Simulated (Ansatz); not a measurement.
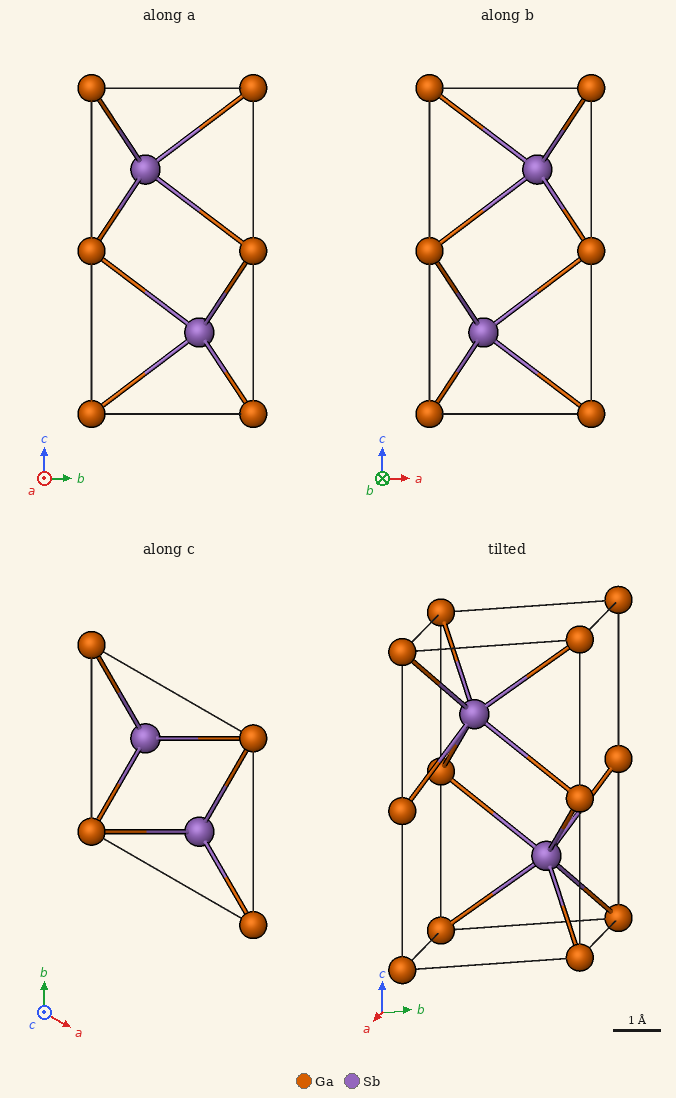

The image is a ball-and-stick drawing of a crystal, viewed along the a axis, along the b axis, along the c axis and slightly off an axis. One conventional unit cell is outlined, and atoms on its boundary appear in each equivalent place.

Lattice parameters: a = 3.981 Å, b = 3.981 Å, c = 6.948 Å, α = 90.00°, β = 90.00°, γ = 120.00°.

Q: Put the structure into a table of Wyckoff sites.

A: Space group P6_3/mmc (No. 194).
```
atom  site       x       y       z
  Ga    2a  0.0000  0.0000  0.0000
  Sb    2c  0.3333  0.6667  0.2500
```

Origin of the cell: a structure type filled with these elements by a generator (whether the compound takes this form wasn't checked). Earlier steps of the study, as a rule a relaxation of our own, may have changed the cell and positions, so they can lie some per cent off the listed ones. It was the input of a calculation with Ansatz.
